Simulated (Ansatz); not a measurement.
Si (Pm-3n, No. 223): coordinates from a relaxation with DFT, LDA (PW92), plane waves (420 eV) with PAW, scalar-relativistic in Ansatz 0.2.0; the starting structure was generated, so it need not be a known form of this composition.

Space group Pm-3n (No. 223). a = 4.851 Å, b = 4.851 Å, c = 4.851 Å, α = 90.00°, β = 90.00°, γ = 90.00°
| atom | site | symmetry | x | y | z |
| --- | --- | --- | --- | --- | --- |
| Si | 2a | m-3. | 0.0000 | 0.0000 | 0.0000 |
| Si | 6c | -4m.2 | 0.2500 | 0.0000 | 0.5000 |

### What will a Z-contrast image along [111] show? The image is simulated as a sum over atoms of Z^1.7, blurred by a 0.50 Å probe (no channelling). The probe carries 25 % of its weight in a tail 2.5 times as wide. The display is stretched by a gamma of 0.65; percentages refer to the linear signal.

The columns repeat on a hexagonal net with a repeat of 3.96 Å (plane group p6mm). The brightest columns hold 2 Si per repeat; in falling brightness follow 1 Si (about 50 %). Brightness is counted from the darkest point of the image. The shortest distance between visible columns is 0.99 Å in projection (between Si columns). Along the beam the structure repeats every 8.40 Å.

```tsv
column	atoms along the beam per repeat	peak brightness
Si	2 Si	100 %
Si	1 Si	50 %
```

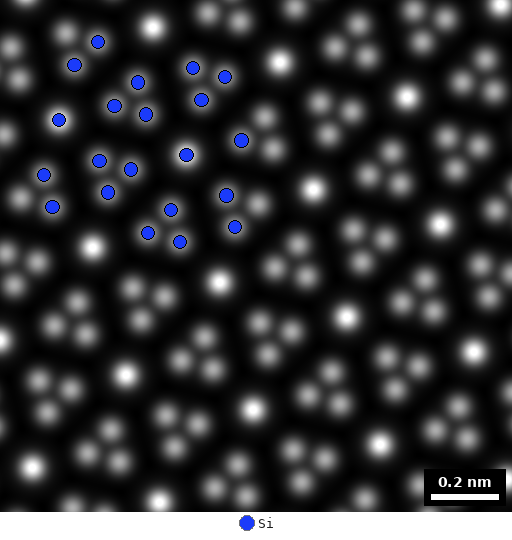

The simulated image, with the columns of the model marked in one corner.
